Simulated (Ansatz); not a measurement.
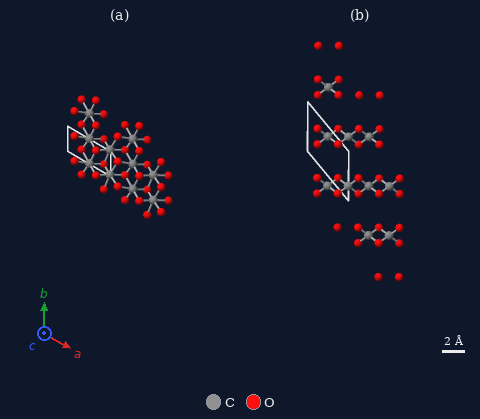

The structure of crystalline CO$_{2}$ (built on the ZrS2-164 type type) before (left) and after (right) a relaxation, at one scale.

The picture is a ball-and-stick view of the cell of the calculation, repeated 2 × 2 × 1 with one cell outlined, seen along the c axis.

Case: shaken.

These are results of Ansatz, DFT, PBEsol, plane waves, PAW, not measurements.

The input:
```yaml
crystal:
  lattice:
    - [4.6825645109, -0.0111430847, 0.0305659209]
    - [-1.1754662287, 2.009413684, -0.0136514743]
    - [0.0348856502, -0.0158410056, 5.3916044584]
  atoms:
    - { symbol: C, position: [-0.0241397841, 0.0556684943, -0.0137357847] }
    - { symbol: O, position: [0.3260918048, 0.3964529987, 0.8717807029] }
    - { symbol: O, position: [0.1599976506, 0.7669549191, 0.1887169594] }
    - { symbol: C, position: [0.5055736963, 0.0179729055, -0.0061479716] }
    - { symbol: O, position: [0.8394934493, 0.3282073452, 0.8145674366] }
    - { symbol: O, position: [0.6558356789, 0.6953841703, 0.1694650614] }
kpoints:
  mp_grid: { grid: [8, 8, 4] }
hamiltonian:
  xc: pbesol
scf:
  occupations: { method: fermi_dirac, width: 0.05 }
relax:
  f_tol: 0.01
  cell: {}
  max_steps: 120
```

Launched with:
```bash
ansatz run input.yaml --threads 2 --pin off --max-ram 2211MiB --backend cpu --events-out ev --progress --plain --runs-dir out
```

### What changed between the two?

The atom that moves furthest relative to the cell is C1 (1.01 Å roughly along +b). Largest moves by element: C 1.01 Å, O 0.77 Å. The drawn cell changes as follows: a 4.683 → 5.984 Å (+27.8 %), b 2.328 → 4.585 Å (+96.9 %), c 5.392 → 4.690 Å (−13.0 %), α 90.7° → 90.3°, β 89.3° → 89.7°, γ 120.5° → 140.0°; the volume changes by +63.2 %. Near-neighbour distances that change, for instance: O2–C4 1.642 → 4.050 Å, C4–O6 1.654 → 4.046 Å, C1–O3 1.737 → 4.050 Å, C1–C4 2.354 → 1.922 Å. Bonds break: C1–O3 (1.74 → 4.05 Å), C1–O5 (1.74 → 4.05 Å), C4–O6 (1.65 → 4.05 Å), O2–C4 (1.64 → 4.05 Å). Among the angles between lasting bonds that change: O3–C4–O5 174.6° → 118.2°, O2–C1–O6 165.4° → 118.2°, O2–C4–O6 88.4° → 118.2°. Within 0.06 Å the space group is P1 at the start and Pccm at the end; at a tighter tolerance small leftover displacements or strains of the cell lower it. After 47 accepted moves (62 points after the start) the energy has fallen by 8.802 eV per cell of the calculation. The largest force component goes from 5.1 to 0.00082 eV/Å. Pressure: 5.10 GPa at the start and 0.02 GPa at the end. The line search rejected the trial steps at points 23, 60 of the run. The SCF was repeated 13 times at an unchanged geometry on a basis and grid sized afresh for the cell, which shifted the energy by 0.653 eV per cell of the calculation at most. Cost: 9.2 min on 2 threads of Arm Neoverse V2, on a shared host, peak memory 0.54 GiB.

Limits of the set-up: layers or molecules are held without a dispersion correction, so their spacing is unreliable.
